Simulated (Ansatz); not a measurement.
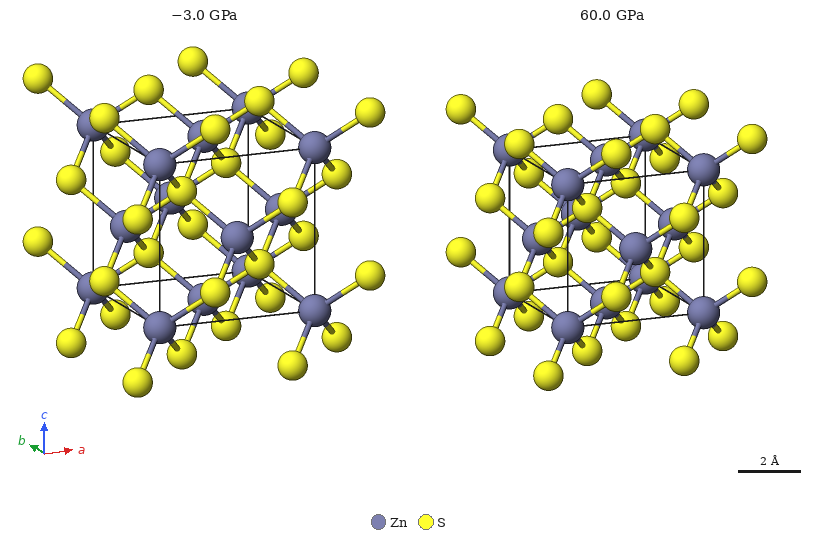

A crystal of ZnS (set up in F-43m), relaxed (cell and atoms) at several target pressures. The picture shows the first and the last member. A ball-and-stick model of the conventional cell (4 times the calculation's cell), seen slightly off an axis. Lengths and directions refer to the drawn axes.

Computed with Ansatz 0.2.0: DFT r2SCAN, scalar-relativistic, plane waves, PAW. Set-up: plane-wave cutoff 500 eV; k-point mesh 8 × 8 × 8; occupations gaussian; smearing width 0.02 eV; no spin polarisation; cell and atoms relaxed; force threshold 0.008 eV/Å.

```tsv
pressure (GPa)	volume (Å³/atom)	a (Å)	band gap (eV)
−3.0	20.395	5.464	2.51
0.0	19.556	5.388	2.70
3.0	?	?	?
8.0	17.976	5.239	3.10
15.0	16.999	5.142	3.35
30.0	15.531	4.990	3.08
60.0	13.739	4.790	2.67
```

### Estimate the missing row from the others, and compare with the calculation.

Murnaghan's form V = V₀(1 + B′P/B₀)^(−1/B′), with V₀ = 19.556 Å³ from the row at zero pressure, fits the other rows with B₀ = 80.2 GPa and B′ = 3.85 (largest miss 0.033 Å³). At 3.0 GPa it gives 19.556 × (1 + 3.85 × 3.0/80.2)^(−1/3.85) = 18.884 Å³ per atom. The calculation gives 18.885 Å³/atom (a = 5.326 Å). The estimate is 0.001 Å³/atom too low. For the gap a parabola through the rows −3.0, 0.0, 8.0 gives 2.87 eV, and the calculation 2.87 eV (semilocal gaps, lower than measured ones as a rule). From the first member to the last: S–Zn 2.366 → 2.074 Å.

The whole series:

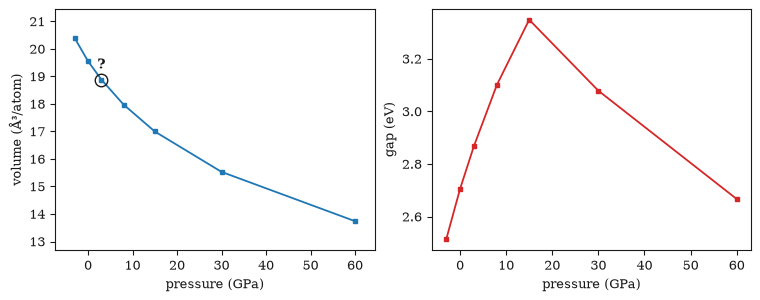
